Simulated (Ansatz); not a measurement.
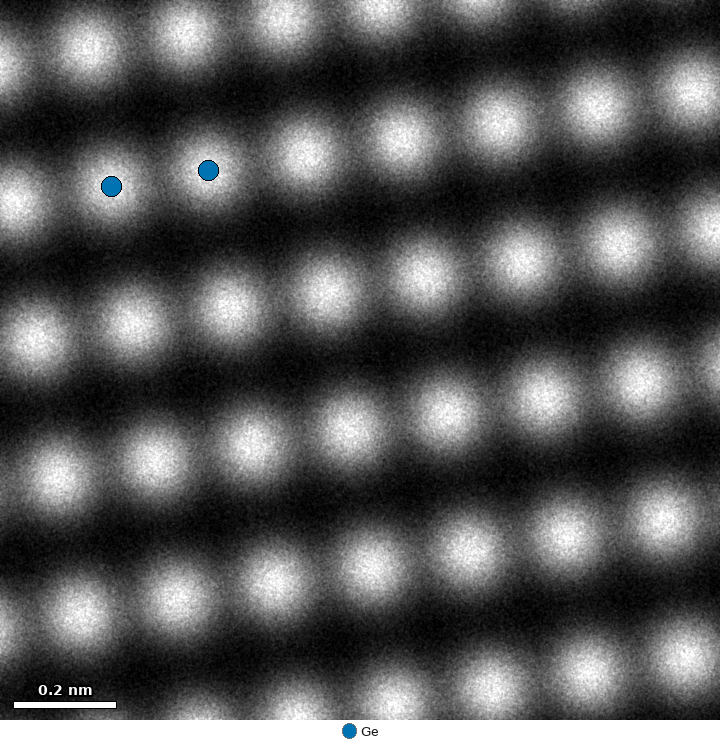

Dark-field STEM-like image of Ge (Pm-3m, No. 221) along [110]. Simulation: incoherent imaging, intensity Z^1.6 per atom, probe width 1.25 Å, thin sample. The probe carries 25 % of its weight in a tail 2.5 times as wide. Shot noise was added. Atomic positions: the geometry relaxed with Ansatz 0.2.0, DFT, RPBE, plane waves (420 eV) with PAW, scalar-relativistic; the starting structure was generated, so it need not be a known form of this composition.

Coloured dots in one corner mark the columns of the model.

Interpret the image.

Answer. The columns repeat on a rectangular net of 1.94 × 2.74 Å (plane group p2mm). All columns are alike (Ge). The shortest distance between visible columns is 1.94 Å in projection. Along the beam the structure repeats every 3.87 Å.
